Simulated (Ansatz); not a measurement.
**Geometry relaxation, with input and output: Al5Cu2 (part 2 of 2)**

The same run, continued: Al5Cu2 (slab, 14 atoms in the cell); DFT PBE+D3(BJ), scalar-relativistic, plane waves, PAW, no spin polarisation (Ansatz 0.2.0); cutoff 420 eV, 7×7×1 k-mesh, Gaussian smearing of 0.1 eV. The structure derives from an entry of the Crystallography Open Database. The input holds or restrains some coordinates. Forces given for the steps count only the free coordinates. It belongs to a series of runs on one base structure; here: clean slab, lower half held.

Geometry of the input (Å; fractional positions):
```
4.8104  0.0000  0.0000
-2.4052  4.2175  0.0000
0.0000  0.0000  25.4350
Al 0.4082  0.8164  0.3342
Al 0.0918  0.1836  0.3342
Al 0.7500  0.5000  0.3867
Cu 0.7500  0.0000  0.4171
Cu 0.2500  0.0000  0.4171
Al 0.2500  0.5000  0.4475
Al 0.9082  0.8164  0.5000
Al 0.5918  0.1836  0.5000
Al 0.2500  0.5000  0.5525
Cu 0.2500  0.0000  0.5829
Cu 0.7500  0.0000  0.5829
Al 0.7500  0.5000  0.6133
Al 0.4082  0.8164  0.6658
Al 0.0918  0.1836  0.6658
```

```
WARN: The input density's exchange-correlation potential varies sharply where the density is thin. Do not read a vacuum level from v_tot or v_xc, or from such a field of the output density. On a cell that repeats whose density bears no net charge and no dipole along the vacuum's axis use v_es (v_loc + v_h of the components); under efield.dipole_correction with no amplitude use v_es + v_field, which holds any external_charges[].barrier, or the levels of the report's work_function block, which leave it out; under a non-zero efield.amplitude the vacuum is tilted and has no level; on a cell that repeats and bears such a dipole with no correction it is tilted too, and efield.dipole_correction with no amplitude gives each side of its ramp a level where efield: is served; in a cell that repeats whose density bears a net charge (total_charge, or a fill off its count) it is curved and has none; of a slab under crystal.periodic whose density bears no net charge use v_es, which has a level on each side, short of where the two are joined; of another it falls or rises all the way out and has none; of a slab beside external_charges read slab_vacuum_level instead, which it has where they leave it neutral. The grid or the basis barely resolves most such structure, and the values can differ between equally converged runs; as a rule a tighter scf.convergence.dr2_threshold does not remove it. Where the density itself ripples (under the LDA too) a higher basis.ecutwfc lessens it. The files hold the spikes' plane waves up to the density's cutoff. Files: v_tot and the like, and their columns of v_z.tsv (output.write_potential); v_xc and the like, and their columns of v_comp_z.tsv (output.write_potential_components); where files of the output density stand in their place, no point of their own thin density is over the threshold below, and this is of outcome.potential() and, of a run that writes arrays (npy), the arrays of these names. Measured: with its Gaussian average of σ = 0.25 Å subtracted twice, the exchange-correlation potential is over 0.1 eV at 12 of the grid points where the equally averaged density (valence and model cores) is under 1e-3 e/Å³, and 0.121 eV at the most among them, at an averaged density of 8.5e-8 e/Å³. See output.write_potential in the manual, Limitations
SCF converged after 7 iterations
Free energy (F): -31879.462612 eV
Harris-Foulkes:  -31879.462612 eV  (|F-HF|=1.34e-8)
Internal energy: -31879.430238 eV  (E = F + TS)
E sigma→0 (E₀):  -31879.446425 eV
Entropy (-TS):   -0.032374 eV (-2.312 meV/atom)
Fermi energy:    1.633914 eV
Dipole field:    D = 0.001179 V/Å  (p = 0.003363 e·Å, saw-weighted, corrected)
Work function:   Φ+ = 4.3340 eV   Φ− = 4.3640 eV
Levels:          The Fermi level and band energies are counted from a zero that moves with the ramp; work functions are not
--- Per-component energies (eV) ---
  E_band       = -2765.246866
  E_kinetic    = 1421.642219
  E_local      = -118843.291203  (includes V_loc(G=0)·N_el)
  E_nonlocal   = 1639.003578
  E_hartree    = 57787.842439
  E_xc         = -755.403135
  E_vxc        = -751.731556  (∫ρ·V_xc dr)
  E_paw        = -11304.084250  (= ΣΔE_a)
  E_vpaw       = -1806.515958  (= ΣTr[D̂ρ^β])
  E_aug_tail   = 0.001155  (compensation charges beyond the density's cutoff)
  E_efield     = 0.000002  (sawtooth field / dipole correction)
  E_vefield    = -0.001620  (∫n·V_field dr)
  E_ewald      = 38179.288246
  E_disp       = -4.429289  (pairwise vdW)
  E_smearing   = -0.032374  (= −TS)
  E_closure    = -0.000000  (closes the sum)
  Σ components = -31879.462612   (vs F -31879.462612, Δ=0.00e0)
--- Forces (eV/Å), atoms counted from 1 ---
  atom   1  Al     0.00000000     0.18604470    -0.19685646
  atom   2  Al     0.00000000    -0.18604470    -0.19685646
  atom   3  Al     0.00000000     0.00000000    -0.18234489
  atom   4  Cu     0.00000000    -0.00000000     0.26937060
  atom   5  Cu    -0.00000000     0.00000000     0.26937060
  atom   6  Al     0.00000000     0.00000000     0.04106777
  atom   7  Al     0.00000000    -0.00141763    -0.00145450
  atom   8  Al     0.00000000     0.00141763    -0.00145450
  atom   9  Al     0.00000000     0.00000000    -0.00899717
  atom  10  Cu     0.00000000     0.00000000     0.00127688
  atom  11  Cu    -0.00000000    -0.00000000     0.00127688
  atom  12  Al     0.00000000     0.00000000     0.00511809
  atom  13  Al     0.00000000    -0.00969069     0.00023059
  atom  14  Al     0.00000000     0.00969069     0.00023059
  max |Σ_I F_I| component: 2.20e-5 eV/Å
--- Band table (eV; the first three rows and the last of 16) ---
  k-point 0: bands = ["-112.3272", "-112.3166", "-112.2500", "-112.2394", "-69.7116", "-69.6984", "-69.6966", "-69.6881", "-69.6778", "-69.6399", "-69.6171", "-69.6147", "-69.6127", "-69.6044", "-69.5922", "-69.5143", "-9.2133", "-8.3010", "-6.7138", "-5.0110", "-3.9845", "-3.9204", "-3.7637", "-3.7462", "-3.6740", "-3.6240", "-3.4706", "-3.0493", "-2.8547", "-2.7925", "-2.7165", "-2.6013", "-2.4543", "-2.4034", "-2.2378", "-2.1204", "-1.7754", "-1.7667", "-1.6885", "-1.6872", "-1.6176", "-1.2034", "-1.0529", "-1.0513", "-0.4421", "-0.4212", "-0.3751", "-0.2479", "0.1753", "0.5433", "0.6963", "0.8672", "0.9983", "1.1500", "1.2196", "2.1432", "2.2105", "2.4165", "2.6613", "2.8388", "3.2691", "3.7238", "3.7713", "3.8251", "4.0604", "4.3239", "4.6060"]
  k-point 1: bands = ["-112.3272", "-112.3166", "-112.2500", "-112.2394", "-69.7116", "-69.6984", "-69.6966", "-69.6881", "-69.6778", "-69.6399", "-69.6171", "-69.6147", "-69.6127", "-69.6044", "-69.5922", "-69.5143", "-9.0415", "-8.1289", "-6.5608", "-4.8732", "-4.1305", "-3.8757", "-3.8280", "-3.7518", "-3.7220", "-3.6850", "-3.4845", "-3.1929", "-3.0209", "-2.9891", "-2.6239", "-2.5682", "-2.5053", "-2.4512", "-2.3903", "-2.3695", "-2.2512", "-1.7769", "-1.7666", "-1.6890", "-1.6884", "-1.5857", "-1.5401", "-1.3804", "-0.7931", "-0.6880", "-0.2595", "-0.2420", "-0.1101", "0.2227", "1.0609", "1.0834", "1.3316", "1.3984", "1.6126", "2.2299", "2.6855", "2.9097", "2.9238", "3.3818", "3.4615", "3.5744", "3.7448", "3.9434", "4.5042", "4.8872", "5.0405"]
  k-point 2: bands = ["-112.3272", "-112.3166", "-112.2500", "-112.2394", "-69.7116", "-69.6984", "-69.6966", "-69.6881", "-69.6778", "-69.6399", "-69.6171", "-69.6147", "-69.6127", "-69.6044", "-69.5922", "-69.5143", "-8.5304", "-7.6184", "-6.1097", "-5.2089", "-4.5237", "-4.4132", "-3.8149", "-3.7139", "-3.6842", "-3.6223", "-3.5705", "-3.5043", "-3.4222", "-3.2766", "-2.8841", "-2.7619", "-2.5914", "-2.5571", "-2.4912", "-2.4380", "-2.4286", "-2.3716", "-2.2040", "-1.7803", "-1.7665", "-1.6925", "-1.6883", "-1.4401", "-1.3345", "-1.1604", "-0.5812", "-0.3329", "-0.1208", "-0.0666", "0.3937", "1.0298", "1.4746", "1.7210", "2.3401", "2.5321", "2.9422", "3.5547", "3.7943", "4.0989", "4.1916", "4.4509", "4.6742", "5.0085", "5.1388", "5.3375", "5.4331"]
  k-point 15: bands = ["-112.3231", "-112.3207", "-112.2459", "-112.2435", "-69.7034", "-69.7008", "-69.6841", "-69.6818", "-69.6596", "-69.6353", "-69.6260", "-69.6223", "-69.6107", "-69.6084", "-69.5796", "-69.5564", "-7.9882", "-7.0776", "-5.7443", "-5.6408", "-4.9011", "-4.7459", "-4.0938", "-4.0217", "-3.9590", "-3.4524", "-3.3490", "-3.0539", "-3.0215", "-2.9457", "-2.8603", "-2.8309", "-2.7558", "-2.6789", "-2.6431", "-2.6307", "-2.6162", "-2.5017", "-2.4671", "-2.3765", "-2.2468", "-2.1478", "-2.0432", "-1.7649", "-1.7092", "-1.0817", "-0.6487", "-0.5900", "-0.0312", "0.2974", "0.6693", "1.1821", "1.3174", "1.7244", "2.1085", "2.4906", "2.7469", "3.2766", "3.6481", "4.1710", "4.2998", "5.0514", "5.4685", "5.7190", "5.7630", "6.3082", "6.3774"]
--- Relaxed structure (4 steps of the walk, 4 accepted, 0 SCFs on fresh bases) ---
  F+E_penalty+E_count = -31879.46261169 eV   max|allowed force component| = 9.691e-3 eV/Å
  atoms:
    - { symbol: Al, position: [0.4082048453, 0.8164096906, 0.33418565920000004] }
    - { symbol: Al, position: [0.0917951547, 0.1835903094, 0.33418565920000004] }
    - { symbol: Al, position: [0.7499999999999999, 0.5, 0.3866509235] }
    - { symbol: Cu, position: [0.75, 0.0, 0.4170928296] }
    - { symbol: Cu, position: [0.25, 0.0, 0.4170928296] }
    - { symbol: Al, position: [0.25, 0.5, 0.4475347357] }
    - { symbol: Al, position: [0.9081446914105662, 0.8162893828211321, 0.5004899834381273] }
    - { symbol: Al, position: [0.5918553085894339, 0.18371061717886786, 0.5004899834381273] }
    - { symbol: Al, position: [0.25, 0.5, 0.5547993024060718] }
    - { symbol: Cu, position: [0.25, 1.1416350379161215e-35, 0.5831136866218761] }
    - { symbol: Cu, position: [0.75, -1.1416350379161215e-35, 0.5831136866218761] }
    - { symbol: Al, position: [0.7499999999999999, 0.5, 0.6191103543158594] }
    - { symbol: Al, position: [0.4128850680934224, 0.8257701361868448, 0.6689905679178533] }
    - { symbol: Al, position: [0.08711493190657756, 0.1742298638131551, 0.6689905679178533] }
```

## Trajectory as extended XYZ (Å, eV, eV/Å), 4 frames, from step=1 to step=4
```
14
Lattice="4.8104 0.0000 0.0000 -2.4052 4.2175 0.0000 0.0000 0.0000 25.4350" Properties=species:S:1:pos:R:3:forces:R:3 step=1 energy=-31879.42615
Al    0.0000    3.4432    8.5000    0.0000   0.1766  -0.1882
Al    0.0000    0.7743    8.5000    0.0000  -0.1766  -0.1882
Al    2.4052    2.1087    9.8345    0.0000   0.0000  -0.1787
Cu    3.6078    0.0000   10.6087    0.0000   0.0000   0.2267
Cu    1.2026    0.0000   10.6087    0.0000   0.0000   0.2267
Al    0.0000    2.1087   11.3830    0.0000   0.0000  -0.1038
Al    2.4052    3.4432   12.7175    0.0000  -0.0043   0.0000
Al    2.4052    0.7743   12.7175    0.0000   0.0043   0.0000
Al    0.0000    2.1087   14.0519    0.0000   0.0000   0.1038
Cu    1.2026    0.0000   14.8262    0.0000   0.0000  -0.2267
Cu    3.6078    0.0000   14.8262    0.0000   0.0000  -0.2267
Al    2.4052    2.1087   15.6005    0.0000   0.0000   0.1787
Al    0.0000    3.4432   16.9350    0.0000   0.1766   0.1882
Al    0.0000    0.7743   16.9350    0.0000  -0.1766   0.1882
14
Lattice="4.8104 0.0000 0.0000 -2.4052 4.2175 0.0000 0.0000 0.0000 25.4350" Properties=species:S:1:pos:R:3:forces:R:3 step=2 energy=-31879.45132
Al    0.0000    3.4432    8.5000    0.0000   0.1868  -0.1911
Al    0.0000    0.7743    8.5000    0.0000  -0.1868  -0.1911
Al    2.4052    2.1087    9.8345    0.0000   0.0000  -0.1790
Cu    3.6078    0.0000   10.6087    0.0000   0.0000   0.2540
Cu    1.2026    0.0000   10.6087    0.0000   0.0000   0.2540
Al    0.0000    2.1087   11.3830    0.0000   0.0000  -0.0256
Al    2.4052    3.4457   12.7258    0.0000  -0.0098   0.0238
Al    2.4052    0.7718   12.7258    0.0000   0.0098   0.0238
Al    0.0000    2.1087   14.0809    0.0000   0.0000   0.0583
Cu    1.2026    0.0000   14.8421    0.0000   0.0000  -0.1760
Cu    3.6078    0.0000   14.8421    0.0000   0.0000  -0.1760
Al    2.4052    2.1087   15.6590    0.0000   0.0000   0.1251
Al    0.0000    3.4729   16.9869    0.0000   0.0048   0.1001
Al    0.0000    0.7446   16.9869    0.0000  -0.0048   0.1001
14
Lattice="4.8104 0.0000 0.0000 -2.4052 4.2175 0.0000 0.0000 0.0000 25.4350" Properties=species:S:1:pos:R:3:forces:R:3 step=3 energy=-31879.46205
Al    0.0000    3.4432    8.5000    0.0000   0.1885  -0.1950
Al    0.0000    0.7743    8.5000    0.0000  -0.1885  -0.1950
Al    2.4052    2.1087    9.8345    0.0000   0.0000  -0.1821
Cu    3.6078    0.0000   10.6087    0.0000   0.0000   0.2725
Cu    1.2026    0.0000   10.6087    0.0000   0.0000   0.2725
Al    0.0000    2.1087   11.3830    0.0000   0.0000   0.0335
Al    2.4052    3.4439   12.7309    0.0000  -0.0033   0.0080
Al    2.4052    0.7736   12.7309    0.0000   0.0033   0.0080
Al    0.0000    2.1087   14.1076    0.0000   0.0000   0.0090
Cu    1.2026    0.0000   14.8371    0.0000   0.0000  -0.0137
Cu    3.6078    0.0000   14.8371    0.0000   0.0000  -0.0137
Al    2.4052    2.1087   15.7305    0.0000   0.0000   0.0336
Al    0.0000    3.4825   17.0249    0.0000  -0.0048  -0.0188
Al    0.0000    0.7350   17.0249    0.0000   0.0048  -0.0188
14
Lattice="4.8104 0.0000 0.0000 -2.4052 4.2175 0.0000 0.0000 0.0000 25.4350" Properties=species:S:1:pos:R:3:forces:R:3 step=4 energy=-31879.46261
Al    0.0000    3.4432    8.5000    0.0000   0.1860  -0.1969
Al    0.0000    0.7743    8.5000    0.0000  -0.1860  -0.1969
Al    2.4052    2.1087    9.8345    0.0000   0.0000  -0.1823
Cu    3.6078    0.0000   10.6087    0.0000   0.0000   0.2694
Cu    1.2026    0.0000   10.6087    0.0000   0.0000   0.2694
Al    0.0000    2.1087   11.3830    0.0000   0.0000   0.0411
Al    2.4052    3.4427   12.7299    0.0000  -0.0014  -0.0015
Al    2.4052    0.7748   12.7299    0.0000   0.0014  -0.0015
Al    0.0000    2.1087   14.1113    0.0000   0.0000  -0.0090
Cu    1.2026    0.0000   14.8315    0.0000   0.0000   0.0013
Cu    3.6078    0.0000   14.8315    0.0000   0.0000   0.0013
Al    2.4052    2.1087   15.7470    0.0000   0.0000   0.0051
Al    0.0000    3.4827   17.0158    0.0000  -0.0097   0.0002
Al    0.0000    0.7348   17.0158    0.0000   0.0097   0.0002
```

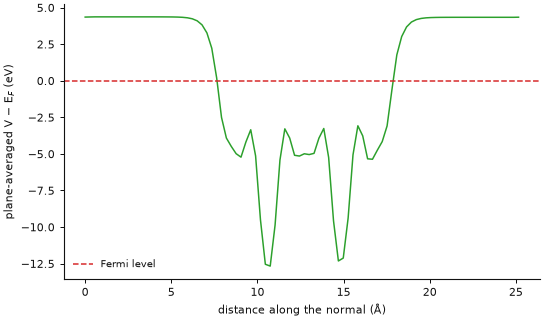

**Figure 1.** Plane average of the electrostatic potential energy of an electron across the cell, from the Fermi level. The vacuum level lies 4.33 eV above the Fermi level on the upper side and 4.36 eV on the lower.

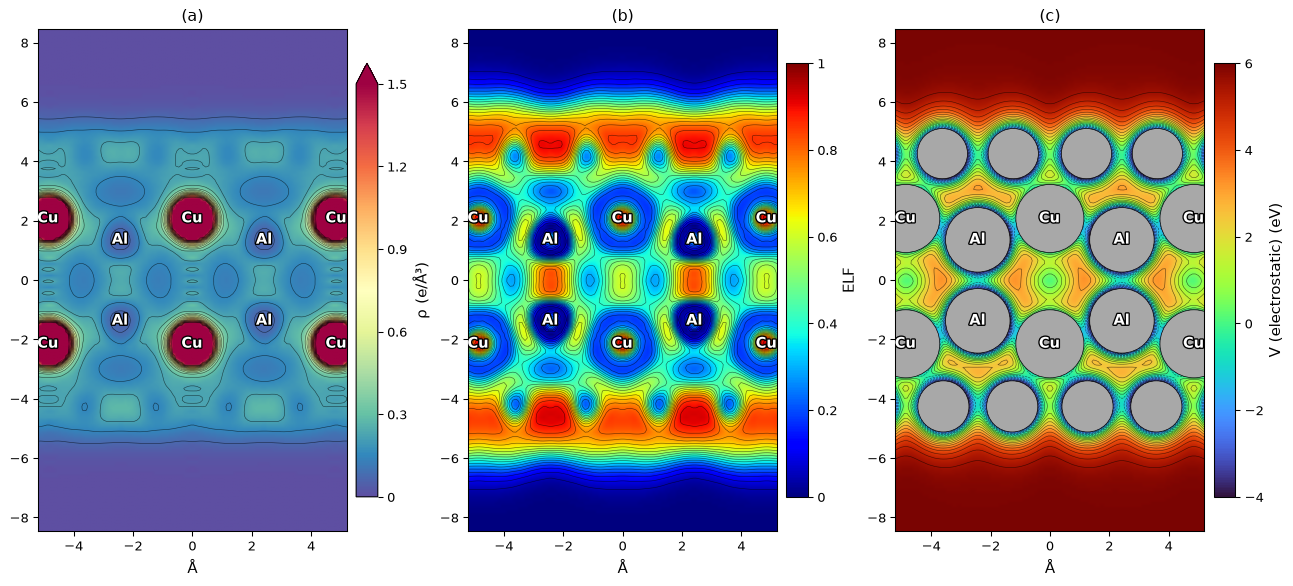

**Figure 2.** (a) valence pseudo-density; (b) ELF; (c) electrostatic potential energy of an electron on the (100) plane of the calculation cell, a cut from vacuum to vacuum. Grey discs, where drawn, cover atomic cores. Al–Cu (2.53 Å): the density is about 0.29 e/Å³ at the midpoint; the ELF peaks at about 0.65 between the atoms. Al–Al (2.73 Å): ρ at the midpoint is about 0.24 e/Å³; the ELF peaks at about 0.85 between the atoms, which marks localised, shared-pair bonding. The density dies away to nearly zero in the vacuum. The strong features right at Cu lie inside the PAW spheres (semicore, d or f shells) and say nothing about bonding. Core electrons are frozen (PAW), so the fields are smoothed inside the atomic spheres.

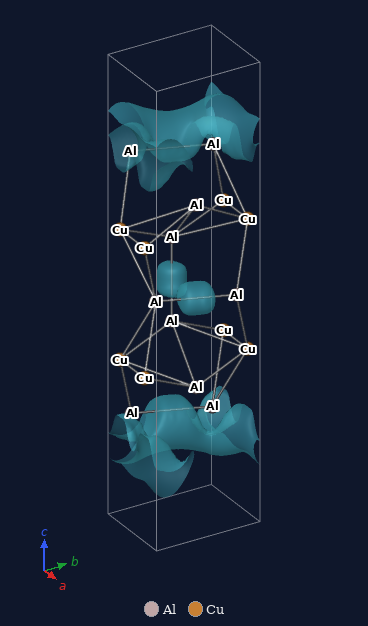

**Figure 3.** Isosurface of the electron localisation function at 0.7 (cyan), seen slightly off an axis. Only the valence region is drawn (cores and ρ < 0.01 e/Å³ removed). Sticks mark near contacts. Values along the shortest contacts: Cu–Cu (2.41 Å): the ELF is about 0.25 at the midpoint (no localised pair between them). Al–Cu (2.53 Å): the ELF peaks at about 0.65 between the atoms.

## Summary

```tsv
quantity	value
outcome	converged under the restraints of the input
electrons treated	106
free energy	−31879.4626 eV
work function, top face	4.33 eV
work function, bottom face	4.36 eV
Fermi energy	1.634 eV
gap on the k-point mesh	none (metallic)
final volume	516.02 Å³
work function (upper face)	4.33 eV
largest force (length of the vector) at the end, held atoms and coordinates included	0.271 eV/Å
wall time	65 s (CPU time 4.2 min)
peak memory	1.3 GiB
```

The program warns: the exchange-correlation potential is rough where the density is thin.
